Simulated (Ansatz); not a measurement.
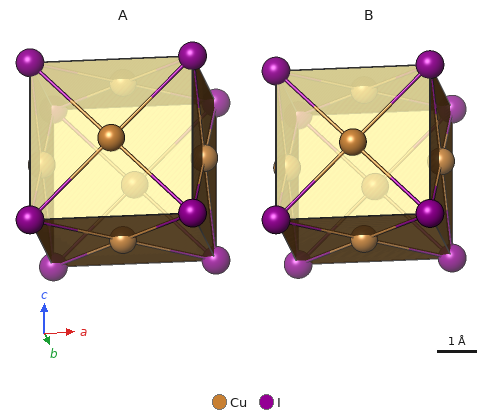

Two geometries of a crystal of Cu3I (built on the Cu3Au (L1_2)_221 type) (coarse preliminary run), drawn at one scale. One is the start of a relaxation, the other its converged end. Style: polyhedral. Shown: the cell of the calculation, from a free direction.

Method: DFT PBE, scalar-relativistic, plane waves, PAW in Ansatz 0.2.0. Settings: plane-wave cutoff 420 eV; k-point mesh 4 × 4 × 4; occupations gaussian; smearing width 0.1 eV; no spin polarisation; cell and atoms relaxed; force threshold 0.04 eV/Å; at most 70 steps.

Which of the two is the end point?

Answer. Structure B is the relaxed one. Case: Cu3Au (L1_2) type (Pm-3m, No. 221). The atoms keep their places relative to the cell (all moves are under 0.005 Å). The volume changes by −15.0 %, with a = b = c 4.291 → 4.064 Å (−5.3 %). Near-neighbour distances that change, for instance: Cu–I 3.034 → 2.874 Å. The space group stays Pm-3m (No. 221). After 3 accepted moves (4 points after the start) the energy has fallen by 0.348 eV per cell of the calculation. All forces vanish by symmetry, so only the cell relaxes. Pressure: −7.89 GPa at the start and 0.00 GPa at the end. At 1 point the geometry stayed and the basis and grid were re-selected for the new cell (energy shift of 6.4 meV per cell of the calculation at most each time).
